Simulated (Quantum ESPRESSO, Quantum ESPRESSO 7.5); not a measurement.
## 2H-WS2, 2 layers, AA' stacking against a metal electrode, stepped through the charge of the slab

Aim: how the results for 2H-WS2, 2 layers, AA' stacking against a metal electrode change with the charge of the slab.

Method: plane-wave DFT, PBE, GBRV ultrasoft pseudopotentials (geometry by pw.x at PBE-D3(BJ), GBRV ultrasoft), in Quantum ESPRESSO 7.5.

### Step 1. The structure

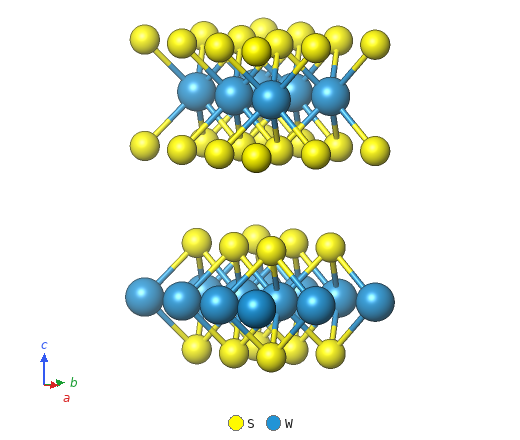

The cell as given, from the side, with the c axis up (sulfur yellow, tungsten blue). 3×2×1 cells are drawn. Bonds to atoms that aren't drawn are left out. Some periodic images of atoms are drawn too.

The cell holds 6 atoms: 4 S and 2 W. Cell: a = 3.180 Å, b = 3.180 Å, c = 26.151 Å, α = 90.0°, β = 90.0°, γ = 120.0°. It derives from WS2. Vacuum lies along c.

Set-up: The slab is relaxed neutral under PBE-D3(BJ), then held. ESM with bc3: vacuum below and a metal electrode about 6 Å above the top atoms. Fermi-Dirac smearing of 0.004 Ry and a dense mesh. Charges are set per cell from the starting area.

Members 2, 3, 4.5, 6, 7 and 8 took the same steps and show in the table alone.

### Step 2. Variable-cell relaxation of the reference

What the set-up leaves free in this member is relaxed.

File ref.relax.in:

```
&control
  prefix = 'ref.relax'
  outdir = './out'
  pseudo_dir = './pseudo'
  nstep = 80
  forc_conv_thr = 0.0004
  calculation = 'vc-relax'
  etot_conv_thr = 1e-06
/
&system
  ibrav = 0
  nat = 6
  ntyp = 2
  ecutwfc = 50
  ecutrho = 250
  vdw_corr = 'grimme-d3'
  dftd3_version = 4
  occupations = 'smearing'
  smearing = 'fd'
  degauss = 0.004
/
&electrons
  conv_thr = 1e-09
  mixing_beta = 0.4
  electron_maxstep = 120
  mixing_mode = 'plain'
/
&ions
/
&cell
  cell_dofree = '2Dxy'
  press_conv_thr = 0.3
/
ATOMIC_SPECIES
  S   32.0600  s_pbe_v1.4.uspp.F.UPF
  W   183.8400  w_pbe_v1.2.uspp.F.UPF
CELL_PARAMETERS angstrom
  3.18000000000000 0.00000000000000 0.00000000000000
  -1.59000000000000 2.75396078403451 0.00000000000000
  0.00000000000000 0.00000000000000 26.15124046483792
ATOMIC_POSITIONS crystal
  S   0.333333333300 0.666666666700 0.305912830818
  W   0.000000000000 0.000000000000 0.372365132327
  S   0.333333333300 0.666666666700 0.438817433836
  S   0.000000000000 0.000000000000 0.561182566164
  W   0.333333333300 0.666666666700 0.627634867673
  S   0.000000000000 0.000000000000 0.694087169182
K_POINTS automatic
  12 12 1 0 0 0
```

The run is started by

```sh
> OMP_NUM_THREADS=1 mpirun -n 4 pw.x -nk 4 -in ref.relax.in > ref.relax.out
```

The program printed:

```text
Program PWSCF v.7.5 starts
[citation notice left out]

     Parallel version (MPI & OpenMP), running on       4 processor cores
     Number of MPI processes:                 4
     Threads/MPI process:                     1

     MPI processes distributed on     1 nodes
[...]
Current dimensions of program PWSCF are:
     Max number of different atomic species (ntypx) = 10
     Max number of k-points (npk) =  40000
     Max angular momentum in pseudopotentials (lmaxx) =  4
     Message from routine setup:
     using ibrav=0 with symmetry is DISCOURAGED, use correct ibrav instead

     K-points division:     npool     =       4
     Subspace diagonalization in iterative solution of the eigenvalue problem:
     a serial algorithm will be used

     G-vector sticks info
     --------------------
     sticks:   dense  smooth     PW     G-vecs:    dense   smooth      PW
     Sum         625     499    151               103017    74065   12273

     Using Slab Decomposition

     bravais-lattice index     =            0
     lattice parameter (alat)  =       6.0093  a.u.
     unit-cell volume          =    1545.5169 (a.u.)^3
     number of atoms/cell      =            6
     number of atomic types    =            2
     number of electrons       =        52.00
     number of Kohn-Sham states=           31
     kinetic-energy cutoff     =      50.0000  Ry
     charge density cutoff     =     250.0000  Ry
     scf convergence threshold =      1.0E-09
     mixing beta               =       0.4000
     number of iterations used =            8  plain     mixing
     energy convergence thresh.=      1.0E-06
     force convergence thresh. =      4.0E-04
     press convergence thresh. =      3.0E-01
     Exchange-correlation= SLA  PW   PBE  PBE
                           (   1   4   3   4   0   0   0)
     nstep                     =           80

     celldm(1)=   6.009329  celldm(2)=   0.000000  celldm(3)=   0.000000
     celldm(4)=   0.000000  celldm(5)=   0.000000  celldm(6)=   0.000000

     crystal axes: (cart. coord. in units of alat)
               a(1) = (   1.000000   0.000000   0.000000 )
               a(2) = (  -0.500000   0.866025   0.000000 )
               a(3) = (   0.000000   0.000000   8.223661 )

     reciprocal axes: (cart. coord. in units 2 pi/alat)
               b(1) = (  1.000000  0.577350 -0.000000 )
               b(2) = (  0.000000  1.154701  0.000000 )
               b(3) = (  0.000000 -0.000000  0.121600 )

     PseudoPot. # 1 for S  read from file:
     ./pseudo/s_pbe_v1.4.uspp.F.UPF
     Pseudo is Ultrasoft + core correction, Zval =  6.0
     Generated by new atomic code, or converted to UPF format
     Using radial grid of  907 points,  6 beta functions with:
                l(1) =   0
                l(2) =   0
                l(3) =   1
                l(4) =   1
                l(5) =   2
                l(6) =   2
     Q(r) pseudized with  8 coefficients,  rinner =    1.300   1.300   1.300
                                                       1.300   1.300

     PseudoPot. # 2 for W  read from file:
     ./pseudo/w_pbe_v1.2.uspp.F.UPF
     Pseudo is Ultrasoft + core correction, Zval = 14.0
     Generated by new atomic code, or converted to UPF format
     Using radial grid of  923 points,  8 beta functions with:
                l(1) =   0
                l(2) =   0
                l(3) =   0
                l(4) =   1
                l(5) =   1
                l(6) =   2
                l(7) =   2
                l(8) =   3
     Q(r) pseudized with  6 coefficients,  rinner =    1.350   1.350   1.350
                                                       1.350   1.350   1.350
                                                       1.350

     atomic species   valence    mass     pseudopotential
     S                 6.00    32.06000     S ( 1.00)
     W                14.00   183.84000     W ( 1.00)

     12 Sym. Ops., with inversion, found ( 6 have fractional translation)

   Cartesian axes

     site n.     atom                  positions (alat units)
         1        S      tau(   1) = (  -0.0000000   0.5773503   2.5157233  )
         2        W      tau(   2) = (   0.0000000   0.0000000   3.0622044  )
         3        S      tau(   3) = (  -0.0000000   0.5773503   3.6086856  )
         4        S      tau(   4) = (   0.0000000   0.0000000   4.6149749  )
         5        W      tau(   5) = (  -0.0000000   0.5773503   5.1614561  )
         6        S      tau(   6) = (   0.0000000   0.0000000   5.7079373  )

     --------------------------------------------
     DFT-D3 Dispersion Correction (3-body terms):
     --------------------------------------------
       Reference C6 values for interpolation:

         atom   Coordination number   C6
         S          0.000           268.01
         S          0.995           261.99
         S          1.990           251.62
         W          0.000          1628.72
         W          1.929          1086.81
         W         10.915           796.19

       Values used:

         atom   Coordination number  R0_AB[au]  C6      C8
         S          3.493            3.128    251.62  12327.25
         W          9.581            3.766    796.19 128250.55
         S          3.546            3.128    251.62  12327.25
         S          3.546            3.128    251.62  12327.25
         W          9.581            3.766    796.19 128250.55
         S          3.493            3.128    251.62  12327.25

         Molecular C6 ( Ry / a.u.^6 ) =     14354.95

     number of k points=    19  Fermi-Dirac smearing, width (Ry)=  0.0040
                       cart. coord. in units 2pi/alat
        k(    1) = (   0.0000000   0.0000000   0.0000000), wk =   0.0138889
        k(    2) = (   0.0000000   0.0962250   0.0000000), wk =   0.0833333
        k(    3) = (   0.0000000   0.1924501   0.0000000), wk =   0.0833333
        k(    4) = (   0.0000000   0.2886751   0.0000000), wk =   0.0833333
        k(    5) = (   0.0000000   0.3849002   0.0000000), wk =   0.0833333
        k(    6) = (   0.0000000   0.4811252   0.0000000), wk =   0.0833333
        k(    7) = (   0.0000000  -0.5773503   0.0000000), wk =   0.0416667
        k(    8) = (   0.0833333   0.1443376   0.0000000), wk =   0.0833333
        k(    9) = (   0.0833333   0.2405626   0.0000000), wk =   0.1666667
        k(   10) = (   0.0833333   0.3367877   0.0000000), wk =   0.1666667
[...]
k(   19) = (   0.3333333   0.5773503   0.0000000), wk =   0.0277778

     Dense  grid:   103017 G-vectors     FFT dimensions: (  36,  36, 250)

[...]
atom    3 type  1   force =     0.00000000    0.00000000   -0.02454674
     atom    4 type  1   force =     0.00000000   -0.00000000    0.02454674
     atom    5 type  2   force =     0.00000000   -0.00000000   -0.00138923
     atom    6 type  1   force =     0.00000000    0.00000000   -0.02731747

     Total force =     0.051975     Total SCF correction =     0.000062

     Computing stress (Cartesian axis) and pressure

     negative rho (up, down):  1.382E-01 0.000E+00
          total   stress  (Ry/bohr**3)                   (kbar)     P=      -11.53
   0.00000867  -0.00000000   0.00000000            1.27       -0.00        0.00
   0.00000000   0.00000867   0.00000000            0.00        1.27        0.00
   0.00000000   0.00000000  -0.00025251            0.00        0.00      -37.15

     Energy error            =      2.4E-02 Ry
     Gradient error          =      2.7E-02 Ry/Bohr
     Cell gradient error     =      1.3E+00 kbar

     number of scf cycles    =   3
     number of bfgs steps    =   2

     enthalpy           old  =    -415.1593420848 Ry
     enthalpy           new  =    -415.1829638432 Ry

     CASE: enthalpy          _new < enthalpy          _old

     new trust radius        =       0.0644723359 bohr
     new conv_thr            =       0.0000000007 Ry

     new unit-cell volume =   1494.31632 a.u.^3 (   221.43483 Ang^3 )
     density =      3.71890 g/cm^3

CELL_PARAMETERS (angstrom)
   3.126882097   0.000000000   0.000000000
  -1.563441049   2.707959331   0.000000000
   0.000000000   0.000000000  26.151240465

ATOMIC_POSITIONS (crystal)
S                0.3333333333        0.6666666667        0.3116206465
W               -0.0000000000       -0.0000000000        0.3724765928
S                0.3333333333        0.6666666667        0.4333305708
S                0.0000000000        0.0000000000        0.5666694292
W                0.3333333333        0.6666666667        0.6275234072
S                0.0000000000        0.0000000000        0.6883793535

[...]
NEW-OLD atomic charge density approx. for the potential
     New effective cutoffs (rho, wfc):  258.42   51.71

     Check: negative core charge=   -0.000001

     negative rho (up, down):  1.382E-01 0.000E+00

     total cpu time spent up to now is      266.0 secs

     per-process dynamical memory:   133.8 Mb

[...]
!    total energy              =    -415.18612770 Ry
[...]
Total force =     0.003556     Total SCF correction =     0.000047
[...]
number of bfgs steps    =   3
[...]
new trust radius        =       0.0169843159 bohr
[...]
!    total energy              =    -415.18669148 Ry
[...]
Total force =     0.003970     Total SCF correction =     0.000004
[...]
number of bfgs steps    =   4
[...]
new trust radius        =       0.0186827475 bohr
[...]
!    total energy              =    -415.18715786 Ry
[...]
Total force =     0.003620     Total SCF correction =     0.000030
[...]
number of bfgs steps    =   5
[...]
new trust radius        =       0.0280241213 bohr
[...]
!    total energy              =    -415.19003285 Ry
[...]
Total force =     0.000560     Total SCF correction =     0.000008
[...]
number of bfgs steps    =  19
[...]
new trust radius        =       0.0201603977 bohr
[...]
iteration # 11     ecut=    50.00 Ry     beta= 0.40
[...]
negative rho (up, down):  1.396E-01 0.000E+00

[...]
End of self-consistent calculation

          k = 0.0000 0.0000 0.0000 (  9219 PWs)   bands (ev):

   -71.8751 -71.8751 -36.1214 -36.1213 -35.9597 -35.9597 -35.9597 -35.9597
   -12.7201 -12.5964 -11.1304 -10.9075  -4.5380  -3.9903  -0.6981  -0.6981
    -0.6901  -0.6901  -0.5273   0.5296   0.5296   0.5583   0.5583   0.5607
     1.8925   2.5747   5.0366   5.0367   5.0491   5.0491   5.1507

          k = 0.0000 0.0964 0.0000 (  9229 PWs)   bands (ev):

   -71.8740 -71.8740 -36.1172 -36.1171 -35.9831 -35.9831 -35.9651 -35.9651
   -12.6048 -12.4811 -11.0839 -10.8678  -4.4012  -3.8537  -1.0017  -0.9883
    -0.7696  -0.5869  -0.5755  -0.0835   0.3467   0.3779   0.6188   0.9431
     1.8673   2.4114   4.9212   4.9453   4.9476   5.0201   5.0274

          k = 0.0000 0.1928 0.0000 (  9216 PWs)   bands (ev):

   -71.8708 -71.8708 -36.1056 -36.1056 -36.0466 -36.0466 -35.9799 -35.9799
   -12.2759 -12.1530 -10.9512 -10.7554  -4.0304  -3.4900  -1.7094  -1.6754
    -1.2806  -0.8121  -0.2831  -0.2599  -0.0767  -0.0428   0.5598   0.9581
     1.6928   1.9099   4.4253   4.7111   4.8037   4.9279   4.9354

          k = 0.0000 0.2893 0.0000 (  9204 PWs)   bands (ev):

   -71.8665 -71.8665 -36.1322 -36.1322 -36.0898 -36.0898 -36.0001 -36.0001
   -11.7850 -11.6667 -10.7549 -10.5915  -3.6182  -3.1770  -2.4395  -2.2901
    -1.8669  -1.5627  -0.5519  -0.5102   0.1339   0.1717   0.3037   0.6746
     1.2401   1.3139   4.2963   4.6437   4.7213   4.7608   5.2432

          k = 0.0000 0.3857 0.0000 (  9236 PWs)   bands (ev):

   -71.8621 -71.8621 -36.2167 -36.2167 -36.0740 -36.0739 -36.0202 -36.0201
   -11.2248 -11.1196 -10.5353 -10.4150  -3.7575  -3.5707  -2.7164  -2.4050
    -2.3376  -2.0819  -0.9446  -0.9006   0.0479   0.3427   0.5171   0.5832
     0.8694   1.0158   4.5846   4.6856   4.7715   4.9447   5.6662

          k = 0.0000 0.4821 0.0000 (  9248 PWs)   bands (ev):

   -71.8590 -71.8590 -36.2778 -36.2778 -36.0623 -36.0623 -36.0348 -36.0348
   -10.7443 -10.6635 -10.3523 -10.2803  -4.2385  -4.0881  -2.9974  -2.8248
    -2.4215  -2.0813  -1.1985  -1.1531  -0.0743   0.1182   0.7575   0.8514
     0.9678   1.1220   4.8969   4.9412   5.0759   5.2846   5.9421

[...]
the Fermi energy is     3.2158 ev

!    total energy              =    -415.19011842 Ry
     estimated scf accuracy    <          5.7E-12 Ry
     smearing contrib. (-TS)   =      -0.00000002 Ry
     internal energy E=F+TS    =    -415.19011840 Ry

     The total energy is F=E-TS. E is the sum of the following terms:
     one-electron contribution =   -3007.60127987 Ry
     hartree contribution      =    1508.40509460 Ry
     xc contribution           =    -116.41586248 Ry
     ewald contribution        =    1200.57576454 Ry
     DFT-D3 Dispersion         =      -0.15383520 Ry

     convergence has been achieved in  11 iterations

     negative rho (up, down):  1.396E-01 0.000E+00

     Forces acting on atoms (cartesian axes, Ry/au):

     atom    1 type  1   force =    -0.00000000   -0.00000000   -0.00012214
     atom    2 type  2   force =     0.00000000    0.00000000    0.00016788
     atom    3 type  1   force =    -0.00000000   -0.00000000    0.00046526
     atom    4 type  1   force =     0.00000000    0.00000000   -0.00046526
     atom    5 type  2   force =     0.00000000    0.00000000   -0.00016788
     atom    6 type  1   force =     0.00000000    0.00000000    0.00012214

     Total force =     0.000721     Total SCF correction =     0.000007

     Computing stress (Cartesian axis) and pressure

     negative rho (up, down):  1.396E-01 0.000E+00
          total   stress  (Ry/bohr**3)                   (kbar)     P=       -4.71
  -0.00004440   0.00000000  -0.00000000           -6.53        0.00       -0.00
   0.00000000  -0.00004440  -0.00000000            0.00       -6.53       -0.00
  -0.00000000  -0.00000000  -0.00000725           -0.00       -0.00       -1.07

     Energy error            =      8.6E-05 Ry
     Gradient error          =      4.7E-04 Ry/Bohr
     Cell gradient error     =      6.5E+00 kbar

     number of scf cycles    =  21
     number of bfgs steps    =  20

     enthalpy           old  =    -415.1900328483 Ry
     enthalpy           new  =
```

The job ended after 29 min (4 MPI ranks of Intel Xeon at 2.70GHz, shared host; peak memory 1.3 GiB; 1.9 h of CPU time).

The steps of the relaxation (22 of 26):

| step | energy less that of the first step (eV) | largest force (eV/Å) | volume (Å³) |
| --- | --- | --- | --- |
| 1 | 0.0000 | 2.6642 | 229.02 |
| 2 | -0.5719 | 1.8107 | 225.24 |
| 3 | -0.8933 | 0.7024 | 221.99 |
| 5 | -0.9440 | 0.0619 | 222.41 |
| 6 | -0.9503 | 0.0519 | 223.48 |
| 7 | -0.9554 | 0.0380 | 225.10 |
| 8 | -0.9562 | 0.0384 | 225.86 |
| 9 | -0.9564 | 0.0388 | 225.97 |
| 11 | -0.9570 | 0.0391 | 226.13 |
| 12 | -0.9577 | 0.0394 | 226.22 |
| 13 | -0.9586 | 0.0397 | 226.32 |
| 14 | -0.9601 | 0.0402 | 226.45 |
| 15 | -0.9623 | 0.0410 | 226.61 |
| 16 | -0.9657 | 0.0418 | 226.82 |
| 18 | -0.9770 | 0.0337 | 227.47 |
| 19 | -0.9849 | 0.0281 | 227.91 |
| 20 | -0.9894 | 0.0068 | 228.41 |
| 21 | -0.9906 | 0.0120 | 228.10 |
| 22 | -0.9941 | 0.0400 | 226.82 |
| 24 | -0.9952 | 0.0038 | 225.94 |
| 25 | -0.9952 | 0.0001 | 225.97 |
| 26 | -0.9937 | 0.0002 | 225.97 |

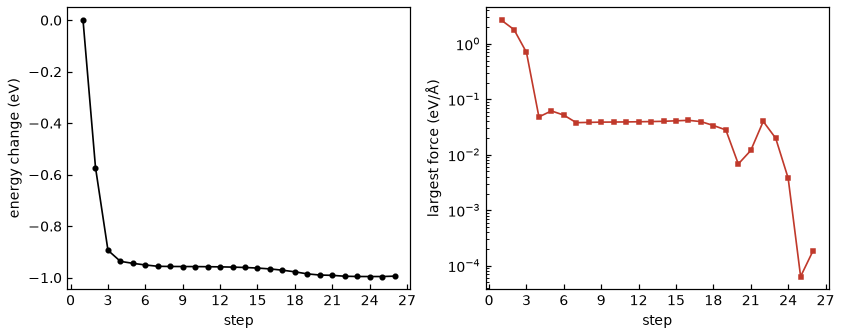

Energy and largest force along the relaxation.

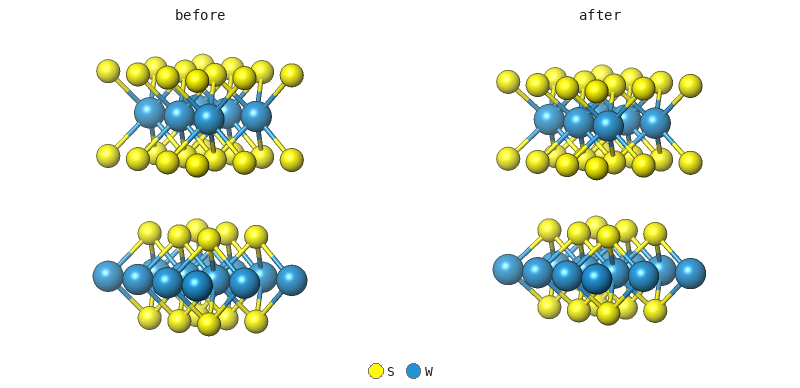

Before and after, at one scale. Bonds to atoms that aren't drawn are left out.

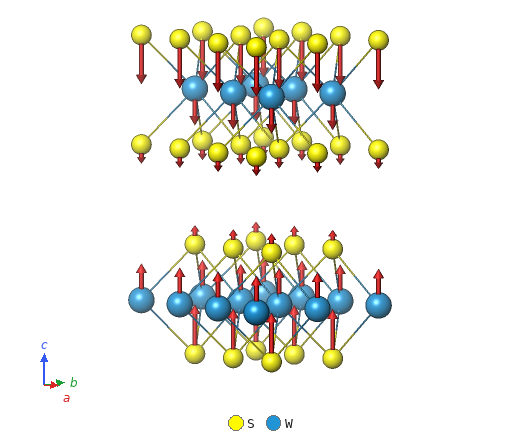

Displacements in the relaxation, exaggerated, measured against the changing cell; the longest in the cell stands for 0.44 Å. Bonds to atoms that aren't drawn are left out. 3×2×1 cells are drawn. Some periodic images of atoms are drawn too.

| cell as run | before | after | change |
| --- | --- | --- | --- |
| a (Å) | 3.180 | 3.159 | -0.7 % |
| b (Å) | 3.180 | 3.159 | -0.7 % |

The atoms that moved most (Å, along periodic axes as changes of fractional coordinates times the final cell, across vacuum about the mean position):

| atom | dx | dy | dz | length |
| --- | --- | --- | --- | --- |
| S6 | 0.000 | 0.000 | -0.438 | 0.438 |
| S1 | 0.000 | 0.000 | 0.438 | 0.438 |
| W2 | 0.000 | 0.000 | 0.277 | 0.277 |
| W5 | 0.000 | 0.000 | -0.277 | 0.277 |
| S3 | 0.000 | 0.000 | 0.115 | 0.115 |
| S4 | 0.000 | 0.000 | -0.115 | 0.115 |

The relaxed structure:

```xyz
6
Lattice="3.1587 0.0000 0.0000 -1.5794 2.7355 0.0000 0.0000 0.0000 26.1512" Properties=species:S:1:pos:R:3
S     0.0000    1.8237    8.4377
W     0.0000    0.0000   10.0151
S     0.0000    1.8237   11.5910
S     0.0000    0.0000   14.5603
W     0.0000    1.8237   16.1361
S     0.0000    0.0000   17.7135
```

 The last row is no step: it is a fresh SCF in the final cell with a new plane-wave basis, +1 meV from the row before.

This step gave:

| Item | Value |
| --- | --- |
| free energy | -5648.9525 eV |
| Fermi energy | 3.274 eV |

[end of part 1 of 3]

[Logs are printed without paths, hosts, clocks, repeated set-up lines and the standing remarks that a program may print on its own settings, such as how far it seeks lower states.]

[Hosts, paths, dates, database ids (printed as entryN), source tags and the programs' standing remarks are cut or masked in the printed files.]

[Maps of the electrostatic potential energy from Ansatz leave out the sawtooth potential of an applied field or a dipole correction, so their vacuum need not be flat; planar profiles and work functions include it.]
